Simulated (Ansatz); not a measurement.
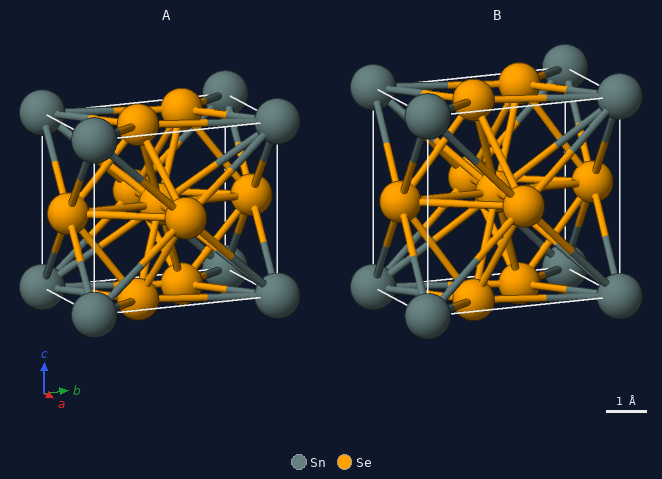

Two geometries of crystalline SnSe₅ (a generated structure, set up in P6/mmm) (coarse preliminary run), drawn at one scale. One is the start of a relaxation, the other its converged end. Style: ball-and-stick. Shown: the cell of the calculation, slightly off an axis.

The calculation used DFT PBE, scalar-relativistic, plane waves, PAW (Ansatz). Settings: plane-wave cutoff 420 eV; k-point mesh 3 × 3 × 4; occupations gaussian; smearing width 0.1 eV; no spin polarisation; cell and atoms relaxed; force threshold 0.04 eV/Å; at most 70 steps.

Question: Which geometry has the lower energy?

Answer: Structure A is the relaxed one. Over 4 accepted moves (5 points after the start) the energy falls by 215 meV per atom. All forces vanish by symmetry, so only the cell relaxes. The pressure goes from −7.76 to 0.02 GPa. The SCF was repeated once at an unchanged geometry on a basis and grid sized afresh for the cell, which shifted the energy by 0.4 meV per atom at most. No atom moves by more than 0.005 Å relative to the cell. Cell: a = b 6.472 → 6.176 Å (−4.6 %), c 5.029 → 4.392 Å (−12.7 %). Volume −20.5 %. Near-neighbour distances that change, for instance: Se–Sn 4.098 → 3.789 Å, Se–Se 3.133 → 2.828 Å, Se–Sn 3.737 → 3.565 Å, Se–Se 3.236 → 3.088 Å. The space group stays P6/mmm (No. 191).
